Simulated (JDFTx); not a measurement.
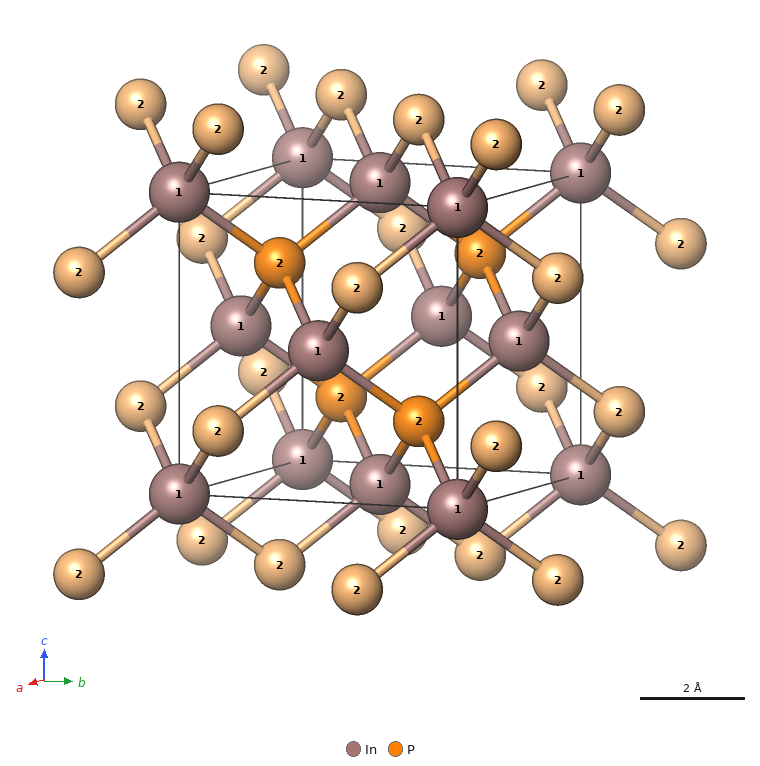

The structure (ball-and-stick view of the cell 4 times as large as that of the calculation, set on its symmetry axes, seen slightly off an axis; neighbours outside the cell are drawn fainter; atoms are numbered from 1 in the order of the input). Near neighbours in the crystal (not all of them lie inside the picture): In has 4 P at 2.54 Å; P has 4 In at 2.54 Å.

# Converge calculation, with input and output: InP

InP (F-43m, 2 atoms in the cell), computed with Kohn-Sham DFT of a periodic cell, PBE, PseudoDojo-SR-PBE-0.5-stringent, no spin polarisation (JDFTx 1.7.0 (patched build)).

The structure derives from an entry of the Crystallography Open Database.

Output
```
*************** JDFTx 1.7.0 (patched build) ***************

Input parsed successfully to the following command list (including defaults):
[... the input with its defaults ...]

---------- Setting up symmetries ----------

Found 48 point-group symmetries of the bravais lattice
Found 24 space-group symmetries with basis
Applied RMS atom displacement 0 bohrs to make symmetries exact.

---------- Initializing the Grid ----------
R =
[            0      5.53784      5.53784  ]
[      5.53784            0      5.53784  ]
[      5.53784      5.53784            0  ]
unit cell volume = 339.666
G =
[  -0.567295   0.567295   0.567295  ]
[   0.567295  -0.567295   0.567295  ]
[   0.567295   0.567295  -0.567295  ]
Minimum fftbox size, Smin = [  64  64  64  ]
Chosen fftbox size, S = [  64  64  64  ]

---------- Initializing tighter grid for wavefunction operations ----------
R =
[            0      5.53784      5.53784  ]
[      5.53784            0      5.53784  ]
[      5.53784      5.53784            0  ]
unit cell volume = 339.666
G =
[  -0.567295   0.567295   0.567295  ]
[   0.567295  -0.567295   0.567295  ]
[   0.567295   0.567295  -0.567295  ]
Minimum fftbox size, Smin = [  48  48  48  ]
Chosen fftbox size, S = [  48  48  48  ]

---------- Exchange Correlation functional ----------
Initalized PBE GGA exchange.
Initalized PBE GGA correlation.

---------- Setting up pseudopotentials ----------
Width of ionic core gaussian charges (only for fluid interactions / plotting) set to 0

Reading pseudopotential file 'pseudo/In.upf':
  'In' pseudopotential, 'PBE' functional
  Generated using ONCVPSP code by D. R. Hamann
  21 valence electrons, 5 orbitals, 6 projectors, 1001 radial grid points, with lMax = 2
    4S    l: 0   occupation:  2.0   eigenvalue: -4.397411
    4P    l: 1   occupation:  6.0   eigenvalue: -2.871232
    4D    l: 2   occupation: 10.0   eigenvalue: -0.684392
    5S    l: 0   occupation:  2.0   eigenvalue: -0.301765
    5P    l: 1   occupation:  1.0   eigenvalue: -0.092561
  Core radius for overlap checks: 1.60 bohrs.

Reading pseudopotential file 'pseudo/P.upf':
  'P' pseudopotential, 'PBE' functional
  Generated using ONCVPSP code by D. R. Hamann
  5 valence electrons, 2 orbitals, 6 projectors, 1001 radial grid points, with lMax = 2
    3S    l: 0   occupation:  2.0   eigenvalue: -0.513364
    3P    l: 1   occupation:  3.0   eigenvalue: -0.202372
  Core radius for overlap checks: 1.66 bohrs.

Initialized 2 species with 2 total atoms.

Folded 1 k-points by 1x1x1 to 1 k-points.

---------- Setting up k-points, bands, fillings ----------
No reducable k-points.
Computing the number of bands and number of electrons
Calculating initial fillings.
nElectrons:  26.000000   nBands: 19   nStates: 1

----- Setting up reduced wavefunction bases (one per k-point) -----
average nbasis = 4279.000 , ideal nbasis = 4259.136

---------- Setting up ewald sum ----------
Optimum gaussian width for ewald sums = 2.515192 bohr.
Real space sum over 1331 unit cells with max indices [  5  5  5  ]
Reciprocal space sum over 2197 terms with max indices [  6  6  6  ]

---------- Allocating electronic variables ----------
Initializing wave functions:  linear combination of atomic orbitals
Note: number of bands (19) exceeds available atomic orbitals (17)
In pseudo-atom occupations:   s ( 2 2 )  p ( 6 1 )  d ( 10 )
P pseudo-atom occupations:   s ( 2 )  p ( 3 )
	FillingsUpdate:  mu: +0.443809418  nElectrons: 26.000000
LCAOMinimize: Iter:   0  F: -196.2992351985934079  |grad|_K:  3.316e-02  alpha:  1.000e+00
	FillingsUpdate:  mu: +0.431613917  nElectrons: 26.000000
LCAOMinimize: Iter:   1  F: -196.3646637277615241  |grad|_K:  2.694e-02  alpha:  1.691e-01  linmin: -2.400e-01  cgtest:  8.653e-01
LCAOMinimize: Encountered beta<0, resetting CG.
[... 20 lines of inner loops ...]
	FillingsUpdate:  mu: +0.378851873  nElectrons: 26.000000
LCAOMinimize: Iter:   9  F: -196.4475687145526877  |grad|_K:  2.070e-07  alpha:  8.863e-01  linmin: -1.889e-02  cgtest:  6.067e-01
LCAOMinimize: Encountered beta<0, resetting CG.
LCAOMinimize: Converged (|Delta F|<1.000000e-06 for 2 iters).

-------- Electronic minimization -----------
Will mix electronic density at each iteration.
	FillingsUpdate:  mu: +0.378851873  nElectrons: 26.000000
	FillingsUpdate:  mu: +0.366177767  nElectrons: 26.000000
SCF: Cycle:  0   F: -196.516632313898754   dF: -6.906e-02   |Residual|: 8.137e-02   |deigs|: 5.480e-02
	FillingsUpdate:  mu: +0.359163099  nElectrons: 26.000000
SCF: Cycle:  1   F: -196.525593193389369   dF: -8.961e-03   |Residual|: 5.596e-02   |deigs|: 1.134e-02
	FillingsUpdate:  mu: +0.359031311  nElectrons: 26.000000
SCF: Cycle:  2   F: -196.525807314016845   dF: -2.141e-04   |Residual|: 3.212e-02   |deigs|: 3.245e-03
	FillingsUpdate:  mu: +0.360582479  nElectrons: 26.000000
SCF: Cycle:  3   F: -196.525927531783736   dF: -1.202e-04   |Residual|: 5.216e-03   |deigs|: 2.865e-03
	FillingsUpdate:  mu: +0.361870854  nElectrons: 26.000000
SCF: Cycle:  4   F: -196.525955208947039   dF: -2.768e-05   |Residual|: 2.527e-03   |deigs|: 1.370e-03
	FillingsUpdate:  mu: +0.361675796  nElectrons: 26.000000
SCF: Cycle:  5   F: -196.525955510273178   dF: -3.013e-07   |Residual|: 1.460e-03   |deigs|: 5.233e-04
	FillingsUpdate:  mu: +0.362193511  nElectrons: 26.000000
SCF: Cycle:  6   F: -196.525959922670495   dF: -4.412e-06   |Residual|: 9.383e-04   |deigs|: 3.497e-04
	FillingsUpdate:  mu: +0.362225154  nElectrons: 26.000000
SCF: Cycle:  7   F: -196.525960079499669   dF: -1.568e-07   |Residual|: 6.683e-04   |deigs|: 9.196e-05
	FillingsUpdate:  mu: +0.362376908  nElectrons: 26.000000
SCF: Cycle:  8   F: -196.525960259488897   dF: -1.800e-07   |Residual|: 5.169e-04   |deigs|: 2.825e-04
	FillingsUpdate:  mu: +0.362359024  nElectrons: 26.000000
SCF: Cycle:  9   F: -196.525960373021945   dF: -1.135e-07   |Residual|: 1.690e-04   |deigs|: 9.211e-05
	FillingsUpdate:  mu: +0.362354328  nElectrons: 26.000000
SCF: Cycle: 10   F: -196.525960379133181   dF: -6.111e-09   |Residual|: 1.365e-04   |deigs|: 4.212e-06
	FillingsUpdate:  mu: +0.362347672  nElectrons: 26.000000
SCF: Cycle: 11   F: -196.525960388716584   dF: -9.583e-09   |Residual|: 5.907e-05   |deigs|: 4.154e-05
	FillingsUpdate:  mu: +0.362348963  nElectrons: 26.000000
SCF: Cycle: 12   F: -196.525960389770972   dF: -1.054e-09   |Residual|: 3.517e-05   |deigs|: 7.546e-06
	FillingsUpdate:  mu: +0.362348805  nElectrons: 26.000000
SCF: Cycle: 13   F: -196.525960390089807   dF: -3.188e-10   |Residual|: 2.785e-05   |deigs|: 2.265e-06
	FillingsUpdate:  mu: +0.362350419  nElectrons: 26.000000
SCF: Cycle: 14   F: -196.525960390515394   dF: -4.256e-10   |Residual|: 2.667e-06   |deigs|: 6.931e-06
SCF: Converged (|Delta E|<1.000000e-09 for 2 iters).

Setting wave functions to eigenvectors of Hamiltonian
Converging empty states (this may take a while): |deigs|: 1.364e-06

# Stress tensor in Cartesian coordinates [Eh/a0^3]:
[  -0.00156205            0            0  ]
[            0  -0.00156205            0  ]
[            0            0  -0.00156205  ]

# Ionic positions in lattice coordinates:
ion In   0.000000000000000   0.000000000000000   0.000000000000000 1
ion P   0.750000000000000   0.750000000000000   0.750000000000000 1

# Forces in Cartesian coordinates:
force In   0.000000000000000  -0.000000000000000   0.000000000000000 1
force P   0.000000000000000  -0.000000000000000   0.000000000000000 1

# Energy components:
   Eewald =     -104.0546168680205170
       EH =       74.6289215154597088
     Eloc =     -201.5253378483363633
      Enl =      -15.9929014370258944
      Exc =      -30.2994462976864227
 Exc_core =        9.3084146932682916
       KE =       71.4131680717175215
-------------------------------------
     Etot =     -196.5217981706236969
       TS =        0.0041622198917026
-------------------------------------
        F =     -196.5259603905153938

IonicMinimize: Iter:   0  F: -196.525960390515394  |grad|_K:  8.694e-43
IonicMinimize: Converged (|grad|_K<1.000000e-04).

#--- Lowdin population analysis ---
# oxidation-state In +1.192
# oxidation-state P -1.087

Dumping 'run.eigStats' ...
	eMin: -3.934307 at state 0 ( [ +0.000000 +0.000000 +0.000000 ] spin 0 )
	HOMO: +0.357244 at state 0 ( [ +0.000000 +0.000000 +0.000000 ] spin 0 )
	mu  : +0.362350
	LUMO: +0.365194 at state 0 ( [ +0.000000 +0.000000 +0.000000 ] spin 0 )
	eMax: +0.678456 at state 0 ( [ +0.000000 +0.000000 +0.000000 ] spin 0 )
	HOMO-LUMO gap: +0.007950
	Optical gap  : +0.007950 at state 0 ( [ +0.000000 +0.000000 +0.000000 ] spin 0 )
Done!
```

The run was set up as follows.

Input
```
lattice \
    0.0000000000     5.5378424082     5.5378424082 \
    5.5378424082     0.0000000000     5.5378424082 \
    5.5378424082     5.5378424082     0.0000000000
coords-type Lattice
ion In     0.0000000000     0.0000000000     0.0000000000 1
ion P      0.7500000000     0.7500000000     0.7500000000 1

ion-species pseudo/In.upf
ion-species pseudo/P.upf
elec-cutoff 41 328
elec-ex-corr gga-PBE
kpoint-folding 1 1 1
elec-smearing Fermi 0.0018374661
elec-n-bands 19
electronic-SCF nIterations 100 energyDiffThreshold 1e-09
electronic-minimize nIterations 30 energyDiffThreshold 1e-7
converge-empty-states yes
forces-output-coords Cartesian

dump-name run.$VAR
dump End Ecomponents EigStats BandEigs Kpoints Forces Stress
```

Run as:
```bash
jdftx -c 1 -i InP.in -o InP.out
```

Key numbers

- outcome: converged
- space group (tolerance 0.01 Å): F-43m (216)
- electrons treated: 26
- free energy: −5347.7438 eV
- Fermi energy: 9.860 eV
- gap on the k-point mesh: 0.22 eV
- pressure: 45.96 GPa
- largest force (length of the vector): under 0.001 eV/Å
- hardware: 1 thread of Arm Neoverse V1, 24 GiB of memory available, shared host
- wall time: 11 s
- peak memory: 0.12 GiB

Remarks

Settings chosen away from the usual ones: k_mesh set to [1, 1, 1]. The settings depart from the standard set-up of this series, which can bear on the numbers.
